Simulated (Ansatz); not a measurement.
A periodic structure is given below.

```cif
data_structure
_symmetry_space_group_name_H-M 'P 1'
_symmetry_Int_Tables_number 1
_cell_length_a 3.1116
_cell_length_b 3.1116
_cell_length_c 18.6666
_cell_angle_alpha 90.000
_cell_angle_beta 90.000
_cell_angle_gamma 120.000
_cell_volume 156.52
loop_
_atom_site_label
_atom_site_type_symbol
_atom_site_fract_x
_atom_site_fract_y
_atom_site_fract_z
_atom_site_occupancy
Mo1 Mo 0.00000 0.00000 0.00024 1
S1 S 0.33333 0.66667 0.24953 1
S2 S 0.66667 0.33333 0.08424 1
Mo2 Mo 0.66667 0.33333 0.33357 1
S3 S 0.00000 0.00000 0.58286 1
S4 S 0.33333 0.66667 0.41757 1
Mo3 Mo 0.33333 0.66667 0.66690 1
S5 S 0.66667 0.33333 0.91619 1
S6 S 0.00000 0.00000 0.75090 1
```

### Interpret the file: composition, symmetry and coordination.

The stoichiometry is MoS$_{2}$. It belongs to space group R3m (No. 160) and has a rhombohedral (trigonal R) lattice. With Z = 3, the cell contains 3 Mo, 6 S. The polyhedra are MoS6 trigonal prisms; they share edges. Around each Mo lie six S in a trigonal prismatic arrangement at 2.38 Å. Each S atom is coordinated by three Mo in a trigonal pyramidal arrangement at 2.38 Å. Not all metal-metal contacts are counted. The bonds build MoS2 layers parallel to (001).

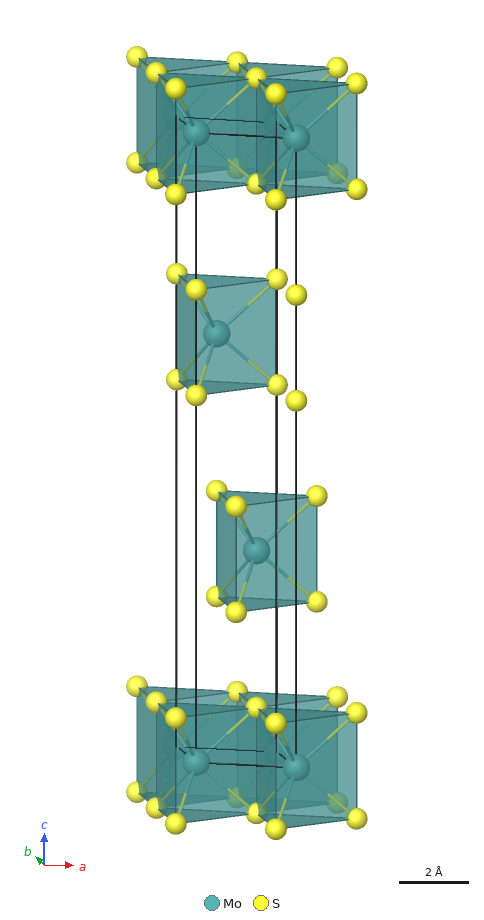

View slightly off an axis, drawn as a polyhedral model. The frame is the conventional unit cell; atoms at its boundary are shown with their periodic copies. Some neighbours outside the box are added. Colours: molybdenum teal, sulfur yellow.

The structure was taken from a structure listed in the Materials Project. The cell was then strained or its atoms displaced on purpose. Ansatz was used for an electronic-structure calculation on it.
